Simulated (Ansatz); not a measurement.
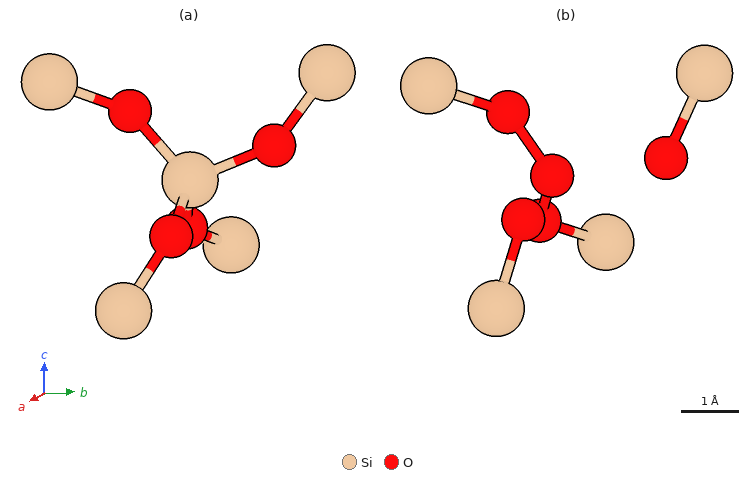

Left: perfect SiO2. Right: the same region with one point defect, after relaxing the atoms in a supercell of 72 sites. Style: ball-and-stick. Shown: the atoms within 3.3 Å of one point, slightly off an axis.

Method: DFT, PBEsol, PAW, plane waves (Ansatz). Set-up: plane-wave cutoff 420 eV; k-point mesh 1 × 1 × 1; mesh shifted by (0.25, 0.25, 0.25); no spin polarisation. Fermi-Dirac smearing of 0.01 eV. A uniform background neutralises the charged cell. The axes drawn are those of the host's conventional cell.

Which defect is it?

A silicon atom is replaced by oxygen.

The charge state of the cell is +2.

How does the lattice respond?

In the host the Si atom has 4 O at 1.62 Å; the O atom ends with 2 O at 1.38 Å. Of the host's atoms, an oxygen atom moves furthest from its site, by 0.60 Å. The O atom itself moves 0.42 Å from where it was put.

Limits of the set-up: the cell is charged, on a uniform background, and energies carry no finite-size correction.
